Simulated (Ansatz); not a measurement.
MgO

Input

```
crystal:
  lattice:
    - [-3.06455983, 7.19588289, 2.07739134]
    - [3.06455983, -7.19588289, 2.07739134]
    - [3.06455983, 7.19588289, -2.07739134]
  atoms:
    - { symbol: Mg, position: [0.92922326, 0.66627682, 0.59550008] }
    - { symbol: Mg, position: [0.07077674, 0.33372318, 0.40449992] }
    - { symbol: Mg, position: [0.57077674, 0.16627682, 0.73705356] }
    - { symbol: Mg, position: [0.42922326, 0.83372318, 0.26294644] }
    - { symbol: Mg, position: [0.30992261, 0.33628938, 0.64621199] }
    - { symbol: Mg, position: [0.69007738, 0.66371062, 0.35378801] }
    - { symbol: Mg, position: [0.19007739, 0.83628938, 0.02636676] }
    - { symbol: Mg, position: [0.80992262, 0.16371062, 0.97363324] }
    - { symbol: O, position: [0.80983868, 0.8354967, 0.64533538] }
    - { symbol: O, position: [0.19016132, 0.1645033, 0.35466462] }
    - { symbol: O, position: [0.69016132, 0.3354967, 0.02565802] }
    - { symbol: O, position: [0.30983868, 0.6645033, 0.97434198] }
    - { symbol: O, position: [0.42923444, 0.17007801, 0.59931245] }
    - { symbol: O, position: [0.57076556, 0.82992199, 0.40068755] }
    - { symbol: O, position: [0.07076556, 0.67007801, 0.74084357] }
    - { symbol: O, position: [0.92923444, 0.32992199, 0.25915643] }
kpoints:
  mp_grid: { grid: [6, 6, 6] }
hamiltonian:
  xc: pbe
scf:
  occupations: { method: fermi_dirac, width: 0.02 }
relax:
  f_tol: 0.005
  cell: {}
output:
  write_density: true
  write_potential: true
  elf: true
  volumetric_format: npy
```

Below, planes, directions and counts refer to the conventional cell (a = 6.21 Å, b = 14.51 Å, c = 4.21 Å, α = 90.00°, β = 90.00°, γ = 90.00°).

The fields are those of the run's last geometry, not of the input's.

Space group Ibam; a structure from a database of computed crystals, not necessarily the ambient phase; started from the database structure prototype, which need not be the ambient phase.

These are results of DFT, PBE, plane waves, PAW in Ansatz 0.2.0, not measurements.

Q: What will maps of the valence pseudo-density and electron localisation function show?

A: Mg–O (2.08 Å): the density is about 0.36 e/Å³ at the midpoint; the ELF peaks at about 0.85 in the valence shell of O, 0.7 Å from its nucleus, and is about 0.35 at the midpoint; an ionic contact with no shared pair.
Mg–O (2.10 Å): ρ is about 0.34 e/Å³ halfway; the ELF peaks at about 0.85 in the valence shell of O, 0.7 Å from its nucleus, and is about 0.35 at the midpoint; an ionic contact with no shared pair.

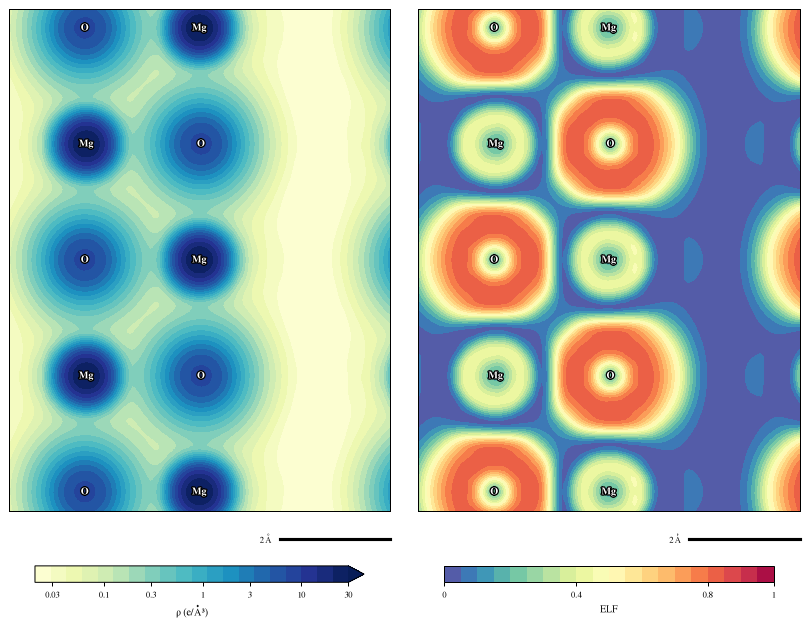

Computed valence pseudo-density and electron localisation function on the (010) plane of the conventional cell, in this order. 

The density is the valence pseudo-density of a PAW calculation; it isn't the true density close to the nuclei.
